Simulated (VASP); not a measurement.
**Run report: C, geometry relaxation (part 3 of 3)**

C (slab, 8 atoms in the cell); Kohn-Sham DFT of a periodic cell, PBE with D3(BJ), VASP PAW PBE potentials, recommended, no spin polarisation (VASP 6.6.1); cutoff 520 eV, 12×12×1 k-mesh, Gaussian smearing of 0.05 eV. The structure derives from an entry of the Crystallography Open Database. It belongs to a series of runs on one base structure; here: the (0 0 1) slab of C, cut from the database cell, not relaxed.

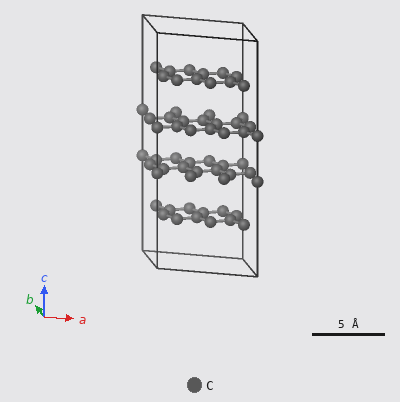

*The geometry at step 3 of the log (ball-and-stick view of the 3 × 2 repeat of the cell, with the vacuum cut short, seen slightly off an axis).*

**Parts of OUTCAR, continued**
```
------------------------ aborting loop because EDIFF is reached ----------------------------------------

 Edisp (eV)   -1.10540

 E8    (eV) :    -0.3217

  FORCE on cell =-STRESS in cart. coord.  units (eV):
  Direction    XX          YY          ZZ          XY          YZ          ZX
  --------------------------------------------------------------------------------------
  -------------------------------------------------------------------------------------
  Total       2.47526     2.47526    -0.09764    -0.00000     0.00000    -0.00000
  in kB      30.25138    30.25138    -1.19332    -0.00000     0.00000    -0.00000
  external pressure =       19.77 kB  Pullay stress =        0.00 kB

 VOLUME and BASIS-vectors are now :
 -----------------------------------------------------------------------------
  energy-cutoff  :      520.00
  volume of cell :      131.09
      direct lattice vectors                 reciprocal lattice vectors
     2.456052693  0.000000000  0.000000000     0.407157388  0.235072428  0.000000000
    -1.228026347  2.127004025  0.000000000     0.000000000  0.470144855  0.000000000
     0.000000000  0.000000000 25.094584692     0.000000000  0.000000000  0.039849235

 POSITION                                       TOTAL-FORCE (eV/Angst)
 -----------------------------------------------------------------------------------
      1.22803      0.70900      7.50000        -0.000000      0.000000      0.873680
     -0.00000      1.41800      7.55355         0.000000      0.000000     -0.877136
     -0.00000      1.41800     10.84701        -0.000000      0.000000      0.858975
      0.00000      0.00000     10.90056         0.000000      0.000000     -0.857061
      0.00000      0.00000     14.21950        -0.000000      0.000000      0.004386
      1.22803      0.70900     14.22171         0.000000     -0.000000     -0.009786
      1.22803      0.70900     17.56734         0.000000     -0.000000      0.012962
     -0.00000      1.41800     17.56871         0.000000      0.000000     -0.006021
 -----------------------------------------------------------------------------------
    total drift:                                0.000000      0.000000     -0.000534

  FREE ENERGIE OF THE ION-ELECTRON SYSTEM (eV)
  ---------------------------------------------------
  free  energy   TOTEN  =       -74.7578243090 eV

  energy  without entropy=      -74.7570408207  energy(sigma->0) =      -74.75743256

--------------------------------------- Ionic step        6  -------------------------------------------

 number of electron      31.9999991 magnetization

 dipolmoment           0.000000      0.000000     -0.000227 electrons x Angstroem

 Free energy of the ion-electron system (eV)
  ---------------------------------------------------
  ext. energy  EPLUGINS =         0.00000000
  ---------------------------------------------------
  free energy    TOTEN  =       -73.65242611 eV

  energy without entropy =      -73.65164261  energy(sigma->0) =      -73.65203436

 E-fermi :   0.5673     XC(G=0):  -5.8642     alpha+bet : -6.1161

 val. band max:        0.5667633383   @ k =   0.3333   0.3333   0.0000
 cond. band min:       0.5678368435   @ k =   0.3333   0.3333   0.0000
 fundamental gap:      0.0010735052
 Fermi energy:         0.5673000910

 k-point     1 :       0.0000    0.0000    0.0000
  band No.  band energies     occupation
      1     -19.1576      2.00000
      2     -19.0808      2.00000
      3     -18.9873      2.00000
      4     -18.9098      2.00000
      5      -7.8759      2.00000
      6      -7.4240      2.00000
      7      -6.8187      2.00000
      8      -6.2760      2.00000
      9      -2.4599      2.00000
     10      -2.4599      2.00000
     11      -2.4506      2.00000
     12      -2.4506      2.00000
     13      -2.4285      2.00000
     14      -2.4285      2.00000
     15      -2.4178      2.00000
     16      -2.4178      2.00000
     17       4.0556      0.00000
     18       4.1864      0.00000
     19       5.1587      0.00000
     20       5.8748      0.00000
     21       6.3144      0.00000

 k-point     2 :       0.0833   -0.0000    0.0000
  band No.  band energies     occupation
      1     -18.9910      2.00000
      2     -18.9149      2.00000
      3     -18.8224      2.00000
      4     -18.7458      2.00000
      5      -7.6741      2.00000
      6      -7.2249      2.00000
      7      -6.6234      2.00000
      8      -6.0847      2.00000
      9      -3.1188      2.00000
     10      -3.1021      2.00000
     11      -3.0865      2.00000
     12      -3.0686      2.00000
     13      -2.8056      2.00000
     14      -2.7914      2.00000
     15      -2.7731      2.00000
     16      -2.7581      2.00000
     17       4.2773      0.00000
     18       4.4092      0.00000
     19       5.3771      0.00000
     20       6.0823      0.00000
     21       6.5299      0.00000

 k-point     3 :       0.1667   -0.0000    0.0000
  band No.  band energies     occupation
      1     -18.4931      2.00000
      2     -18.4192      2.00000
      3     -18.3296      2.00000
      4     -18.2552      2.00000
      5      -7.0733      2.00000
      6      -6.6325      2.00000
      7      -6.0439      2.00000
      8      -5.5194      2.00000
      9      -4.7767      2.00000
     10      -4.7494      2.00000
     11      -4.7357      2.00000
     12      -4.7055      2.00000
     13      -3.6111      2.00000
     14      -3.5914      2.00000
     15      -3.5767      2.00000
     16      -3.5565      2.00000
     17       4.9404      0.00000
     18       5.0758      0.00000
     19       6.0274      0.00000
     20       6.7026      0.00000
     21       7.1685      0.00000

 k-point     4 :       0.2500   -0.0000    0.0000
  band No.  band energies     occupation
      1     -17.6698      2.00000
      2     -17.5994      2.00000
      3     -17.5146      2.00000
      4     -17.4439      2.00000
      5      -6.9029      2.00000
      6      -6.8720      2.00000
      7      -6.8458      2.00000
      8      -6.8151      2.00000
      9      -6.0870      2.00000
     10      -5.6616      2.00000
     11      -5.0948      2.00000
     12      -4.5916      2.00000
     13      -4.5026      2.00000
     14      -4.4799      2.00000
     15      -4.4665      2.00000
     16      -4.4433      2.00000
     17       6.0187      0.00000
     18       6.1694      0.00000
     19       7.0102      0.00000
     20       7.5696      0.00000
     21       7.6449      0.00000

 k-point     5 :       0.3333   -0.0000    0.0000
  band No.  band energies     occupation
      1     -16.5332      2.00000
      2     -16.4676      2.00000
      3     -16.3894      2.00000
      4     -16.3238      2.00000
      5      -9.1354      2.00000
      6      -9.0969      2.00000
      7      -9.0590      2.00000
      8      -9.0206      2.00000
      9      -5.2446      2.00000
     10      -5.2204      2.00000
     11      -5.2073      2.00000
     12      -5.1826      2.00000
     13      -4.7626      2.00000
     14      -4.3648      2.00000
     15      -3.8396      2.00000
     16      -3.3793      2.00000
     17       5.1522      0.00000
     18       5.3478      0.00000
     19       5.6241      0.00000
     20       5.8711      0.00000
     21       7.6089      0.00000

 [... the levels of 13 k-points are left out ...]

 k-point    19 :       0.3333    0.3333    0.0000
  band No.  band energies     occupation
      1     -12.1029      2.00000
      2     -12.0965      2.00000
      3     -12.0870      2.00000
      4     -12.0508      2.00000
      5     -12.0361      2.00000
      6     -12.0068      2.00000
      7     -11.9982      2.00000
      8     -11.9898      2.00000
      9     -10.0656      2.00000
     10     -10.0628      2.00000
     11     -10.0375      2.00000
     12     -10.0367      2.00000
     13       0.1818      2.00000
     14       0.1950      2.00000
     15       0.2250      2.00000
     16       0.5668      1.01211
     17       0.5678      0.98789
     18       0.9054      0.00000
     19       0.9158      0.00000
     20       0.9502      0.00000
     21      11.0760      0.00000

------------------------ aborting loop because EDIFF is reached ----------------------------------------

 vacuum level on the upper side and lower side of the slab       (xc-potential included)        -0.048        -0.041

 Edisp (eV)   -1.10540

 E8    (eV) :    -0.3217

  FORCE on cell =-STRESS in cart. coord.  units (eV):
  Direction    XX          YY          ZZ          XY          YZ          ZX
  --------------------------------------------------------------------------------------
  -------------------------------------------------------------------------------------
  Total       2.47509     2.47509    -0.09843    -0.00000    -0.00000     0.00000
  in kB      30.24931    30.24931    -1.20291    -0.00000    -0.00000     0.00000
  external pressure =       19.77 kB  Pullay stress =        0.00 kB

 VOLUME and BASIS-vectors are now :
 -----------------------------------------------------------------------------
  energy-cutoff  :      520.00
  volume of cell :      131.09
      direct lattice vectors                 reciprocal lattice vectors
     2.456052693  0.000000000  0.000000000     0.407157388  0.235072428  0.000000000
    -1.228026347  2.127004025  0.000000000     0.000000000  0.470144855  0.000000000
     0.000000000  0.000000000 25.094584692     0.000000000  0.000000000  0.039849235

 POSITION                                       TOTAL-FORCE (eV/Angst)
 -----------------------------------------------------------------------------------
      1.22803      0.70900      7.50000        -0.000000      0.000000      0.873669
     -0.00000      1.41800      7.55355        -0.000000     -0.000000     -0.877143
     -0.00000      1.41800     10.84701        -0.000000     -0.000000      0.858988
      0.00000      0.00000     10.90056         0.000000     -0.000000     -0.857089
      2.45605      0.00000     14.21974        -0.000000      0.000000     -0.002395
      1.22803      0.70900     14.22155         0.000000     -0.000000     -0.003274
      1.22803      0.70900     17.56755         0.000000     -0.000000      0.004336
     -0.00000      1.41800     17.56840        -0.000000     -0.000000      0.002909
 -----------------------------------------------------------------------------------
    total drift:                                0.000000      0.000000     -0.000336

  FREE ENERGIE OF THE ION-ELECTRON SYSTEM (eV)
  ---------------------------------------------------
  free  energy   TOTEN  =       -74.7578279306 eV

  energy  without entropy=      -74.7570444243  energy(sigma->0) =      -74.75743618

 reached required accuracy - stopping structural energy minimisation

 vacuum level on the upper side and lower side of the slab         4.767         4.776
```

**CONTCAR**
```
C
   1.00000000000000
     2.4560526929000002    0.0000000000000000    0.0000000000000000
    -1.2280263465000001    2.1270040252000002    0.0000000000000000
     0.0000000000000000    0.0000000000000000   25.0945846916000015
  C
     8
Selective dynamics
Direct
     0.6666666667000030    0.3333333332999970    0.2988692616999984   F   F   F
     0.3333333332999970    0.6666666667000030    0.3010032748999976   F   F   F
     0.3333333332999970    0.6666666667000030    0.4322450829000033   F   F   F
     0.0000000000000000    0.0000000000000000    0.4343790960000007   F   F   F
     1.0000000000000000    0.0000000000000000    0.5666458262240792   T   T   T
     0.6666666667000030    0.3333333332999970    0.5667178613319637   T   T   T
     0.6666666667000030    0.3333333332999970    0.7000535823735948   T   T   T
     0.3333333332999970    0.6666666667000030    0.7000872970900293   T   T   T

  0.00000000E+00  0.00000000E+00  0.00000000E+00
  0.00000000E+00  0.00000000E+00  0.00000000E+00
  0.00000000E+00  0.00000000E+00  0.00000000E+00
  0.00000000E+00  0.00000000E+00  0.00000000E+00
  0.00000000E+00  0.00000000E+00  0.00000000E+00
  0.00000000E+00  0.00000000E+00  0.00000000E+00
  0.00000000E+00  0.00000000E+00  0.00000000E+00
  0.00000000E+00  0.00000000E+00  0.00000000E+00
```

**Trajectory as extended XYZ (Å, eV, eV/Å), 6 frames, from step=0 to step=5**
```
8
Lattice="2.4561 0.0000 0.0000 -1.2280 2.1270 0.0000 0.0000 0.0000 25.0946" Properties=species:S:1:pos:R:3:forces:R:3 step=0 energy=-74.71260
C     1.2280    0.7090    7.5000    0.0000   0.0000   0.8736
C     0.0000    1.4180    7.5536    0.0000   0.0000  -0.8771
C     0.0000    1.4180   10.8470    0.0000   0.0000   0.8571
C     0.0000    0.0000   10.9006    0.0000   0.0000  -0.8531
C     0.0000    0.0000   14.1940    0.0000   0.0000   0.8531
C     1.2280    0.7090   14.2476    0.0000   0.0000  -0.8571
C     1.2280    0.7090   17.5410    0.0000   0.0000   0.8771
C     0.0000    1.4180   17.5946    0.0000   0.0000  -0.8736
8
Lattice="2.4561 0.0000 0.0000 -1.2280 2.1270 0.0000 0.0000 0.0000 25.0946" Properties=species:S:1:pos:R:3:forces:R:3 step=1 energy=-74.74168
C     1.2280    0.7090    7.5000    0.0000   0.0000   0.8737
C     0.0000    1.4180    7.5536    0.0000   0.0000  -0.8771
C     0.0000    1.4180   10.8470    0.0000   0.0000   0.8599
C     0.0000    0.0000   10.9006    0.0000   0.0000  -0.8593
C     1.2280    2.1270   14.2352    0.0000   0.0000  -0.5111
C     1.2280    0.7090   14.2062    0.0000   0.0000   0.5048
C     1.2280    0.7090   17.5833    0.0000   0.0000  -0.5220
C     0.0000    1.4180   17.5524    0.0000   0.0000   0.5311
8
Lattice="2.4561 0.0000 0.0000 -1.2280 2.1270 0.0000 0.0000 0.0000 25.0946" Properties=species:S:1:pos:R:3:forces:R:3 step=2 energy=-74.75783
C     1.2280    0.7090    7.5000    0.0000   0.0000   0.8736
C     0.0000    1.4180    7.5536    0.0000   0.0000  -0.8772
C     0.0000    1.4180   10.8470    0.0000   0.0000   0.8590
C     0.0000    0.0000   10.9006    0.0000   0.0000  -0.8570
C     0.0000    0.0000   14.2198    0.0000   0.0000  -0.0006
C     1.2280    0.7090   14.2217    0.0000   0.0000  -0.0051
C     1.2280    0.7090   17.5675    0.0000   0.0000   0.0018
C     0.0000    1.4180   17.5682    0.0000   0.0000   0.0054
8
Lattice="2.4561 0.0000 0.0000 -1.2280 2.1270 0.0000 0.0000 0.0000 25.0946" Properties=species:S:1:pos:R:3:forces:R:3 step=3 energy=-74.75781
C     1.2280    0.7090    7.5000    0.0000   0.0000   0.8737
C     0.0000    1.4180    7.5536    0.0000   0.0000  -0.8771
C     0.0000    1.4180   10.8470    0.0000   0.0000   0.8590
C     0.0000    0.0000   10.9006    0.0000   0.0000  -0.8571
C     1.2280    2.1270   14.2203    0.0000   0.0000  -0.0177
C     1.2280    0.7090   14.2212    0.0000   0.0000   0.0119
C     1.2280    0.7090   17.5680    0.0000   0.0000  -0.0157
C     0.0000    1.4180   17.5677    0.0000   0.0000   0.0231
8
Lattice="2.4561 0.0000 0.0000 -1.2280 2.1270 0.0000 0.0000 0.0000 25.0946" Properties=species:S:1:pos:R:3:forces:R:3 step=4 energy=-74.75782
C     1.2280    0.7090    7.5000    0.0000   0.0000   0.8737
C     0.0000    1.4180    7.5536    0.0000   0.0000  -0.8771
C     0.0000    1.4180   10.8470    0.0000   0.0000   0.8590
C     0.0000    0.0000   10.9006    0.0000   0.0000  -0.8571
C     0.0000    0.0000   14.2195    0.0000   0.0000   0.0044
C     1.2280    0.7090   14.2217    0.0000   0.0000  -0.0098
C     1.2280    0.7090   17.5673    0.0000   0.0000   0.0130
C     0.0000    1.4180   17.5687    0.0000   0.0000  -0.0060
8
Lattice="2.4561 0.0000 0.0000 -1.2280 2.1270 0.0000 0.0000 0.0000 25.0946" Properties=species:S:1:pos:R:3:forces:R:3 step=5 energy=-74.75783
C     1.2280    0.7090    7.5000    0.0000   0.0000   0.8737
C     0.0000    1.4180    7.5536    0.0000   0.0000  -0.8771
C     0.0000    1.4180   10.8470    0.0000   0.0000   0.8590
C     0.0000    0.0000   10.9006    0.0000   0.0000  -0.8571
C     2.4561    0.0000   14.2197    0.0000   0.0000  -0.0024
C     1.2280    0.7090   14.2215    0.0000   0.0000  -0.0033
C     1.2280    0.7090   17.5676    0.0000   0.0000   0.0043
C     0.0000    1.4180   17.5684    0.0000   0.0000   0.0029
```

The run was set up as follows.

**INCAR**
```
SYSTEM = C
PREC     = Accurate       ! precision mode
ENCUT    = 520            ! plane-wave cutoff, eV
EDIFF    = 1E-7           ! SCF threshold, eV
ISMEAR   = 0              ! smearing method
SIGMA    = 0.05           ! smearing width, eV
LREAL    = .FALSE.        ! projectors in reciprocal space
LASPH    = .TRUE.         ! aspherical terms in the spheres
NELM     = 100            ! most SCF steps
ALGO     = Normal         ! electronic algorithm
ISIF     = 2              ! what is computed and relaxed
LWAVE    = .FALSE.        ! write WAVECAR
LCHARG   = .FALSE.        ! write CHGCAR
LDIPOL   = .TRUE.       
IDIPOL   = 3            
DIPOL    = 0.5 0.5 0.500
GGA      = PE             ! functional
IVDW     = 12             ! dispersion correction
IBRION   = 2              ! ionic algorithm
NSW      = 60             ! ionic steps
EDIFFG   = -0.005         ! ionic threshold
```

**KPOINTS**
```
Automatic mesh
0
G
  12 12 1
  0 0 0
```

**POSCAR**
```
C
1.0
    2.4560526929      0.0000000000      0.0000000000
   -1.2280263465      2.1270040252      0.0000000000
    0.0000000000      0.0000000000     25.0945846916
C
8
Selective dynamics
Direct
    0.6666666667      0.3333333333      0.2988692617  F F F
    0.3333333333      0.6666666667      0.3010032749  F F F
    0.3333333333      0.6666666667      0.4322450829  F F F
    0.0000000000      0.0000000000      0.4343790960  F F F
    0.0000000000      0.0000000000      0.5656209040  T T T
    0.6666666667      0.3333333333      0.5677549171  T T T
    0.6666666667      0.3333333333      0.6989967251  T T T
    0.3333333333      0.6666666667      0.7011307383  T T T
```

Launched with:
```bash
cat potpaw_PBE.64/C/POTCAR > POTCAR
mpirun -np 1 vasp_std > vasp.out
```

**Key numbers**

- outcome: converged
- electrons treated: 32
- free energy: −74.7578 eV
- dispersion energy: −1.1054 eV
- Fermi energy: 0.567 eV
- gap on the k-point mesh: none (metallic)
- final volume: 131.09 Å³
- largest force (length of the vector) at the end, held atoms and coordinates included: 0.877 eV/Å
- hardware: 1 thread of Intel Xeon @ 2.50GHz (Skylake/Cascade Lake), 128 GiB of memory available, shared host
- wall time: 4.2 min
- peak memory: 0.25 GiB
